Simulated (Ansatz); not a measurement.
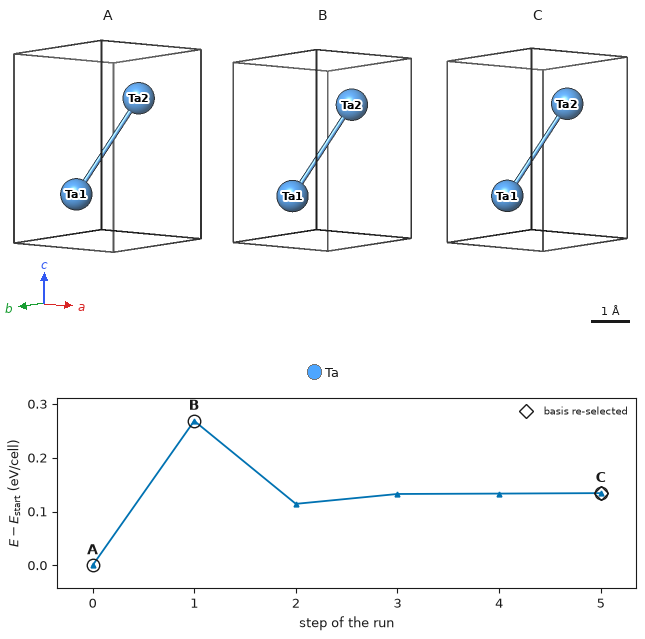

Frames of a relaxation of a crystal of Ta (set up in P6_3/mmc), marked on the history of the run. A ball-and-stick model of the cell of the calculation, seen from a free direction.

The run lets cell and atoms move.

These are results of Ansatz, Kohn-Sham DFT of a periodic cell, PBEsol, Ansatz PAW, not measurements.

Input
```yaml
crystal:
  lattice:
    - [2.9003720726, 0.0, 0.0]
    - [-1.4501860363, 2.5117958953, 0.0]
    - [0.0, 0.0, 5.166274]
  atoms:
    - { symbol: Ta, position: [0.3333333333, 0.6666666667, 0.25] }
    - { symbol: Ta, position: [0.6666666667, 0.3333333333, 0.75] }
hamiltonian:
  xc: pbesol
  pseudopotentials: { kind: paw }
kpoints:
  mp_grid: { grid: [11, 11, 5] }
scf:
  occupations: { method: fermi_dirac, width: 0.05 }
output:
  forces: true
  stress: true
  eigenvalues: true
  write_density: true
  write_potential: true
  elf: true
  volumetric_format: npy
relax:
  f_tol: 0.01
  max_steps: 40
  cell: { stress_tol: 0.05, p_target: 20.0 }
```

Run as
```bash
ansatz run input.yaml --threads 2 --pin off --max-ram 5632MiB --backend cpu --events-out ev --progress --plain --runs-dir out
```

What happens along the run?

Answer. No atom moves by more than 0.005 Å relative to the cell. Cell: a = b 2.900 → 2.788 Å (−3.9 %), c 5.166 → 4.950 Å (−4.2 %). Volume −11.5 %. Among the contacts that change: Ta1–Ta2 3.078 → 2.952 Å, Ta1–Ta1 2.900 → 2.788 Å. The space group stays P6_3/mmc (No. 194). After 4 accepted moves (5 points after the start) the energy has risen by 0.134 eV per cell of the calculation. With the target pressure of 20 GPa, the enthalpy E + pV changes by −0.405 eV per cell of the calculation. All forces vanish by symmetry, so only the cell relaxes. Pressure: −7.33 GPa at the start and 19.96 GPa at the end. The SCF was repeated once at an unchanged geometry on a basis and grid sized afresh for the cell, which shifted the energy by 0.9 meV per cell of the calculation at most. From step 0 to 1: volume −13.9 %, energy +0.269 eV per cell of the calculation. From step 1 to 5: volume +2.8 %, energy −0.134 eV per cell of the calculation.
